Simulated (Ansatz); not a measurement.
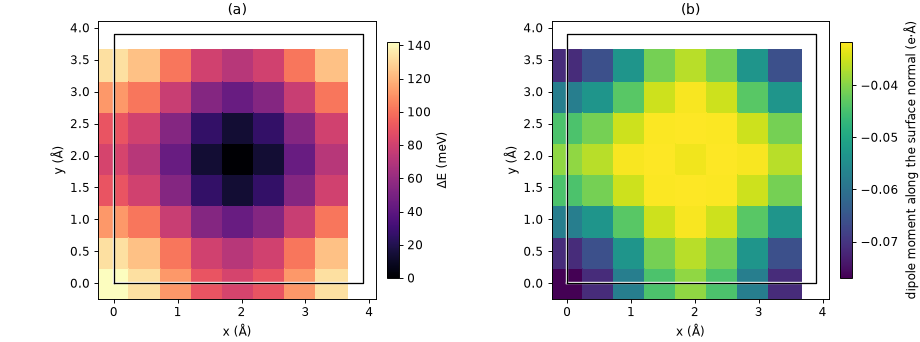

H on an AgCl(100) slab cut from the Fm-3m phase, its upper half relaxed before the scan (4 atoms of substrate and one adsorbate in a 1 × 1 cell). H is moved over the surface cell at a fixed height above a rigid substrate; the origin of the map has the adsorbate above Cl4; the height is held at 2.50 Å. Places are given modulo a cell vector. The map is drawn in real space over the plane of the surface. The grid has 8 × 8 points; 15 points were computed and 49 follow by symmetry. Energies are in meV, from the lowest grid point. With one adsorbate in each 1 × 1 cell, its nearest image is 3.9 Å away, so neighbouring adsorbates interact. At a fixed height the lowest place need not be the adsorption site. Computed with DFT PBE+D3(BJ), scalar-relativistic, plane waves, PAW in Ansatz. Settings: cutoff 420 eV, k-mesh 7×7×1, gaussian smearing 0.05 eV, spin-polarised.

Panel (a) is the energy and panel (b) the computed dipole moment along the surface normal on the same grid.

In the figure: one coloured cell a grid point, the outline of one cell of the plane.

**How does the dipole moment along the surface normal vary over the map, and what is it at the lowest grid point?**

It runs from −0.08 e·Å at the top site over a surface Cl atom, (0/8, 0/8) of the cell vectors to −0.03 e·Å at (3/8, 4/8) of the cell vectors [nearest 1 Ag at 2.67 Å]. At the lowest grid point, the top site over a surface Ag atom, (4/8, 4/8) of the cell vectors, it is −0.03 e·Å.
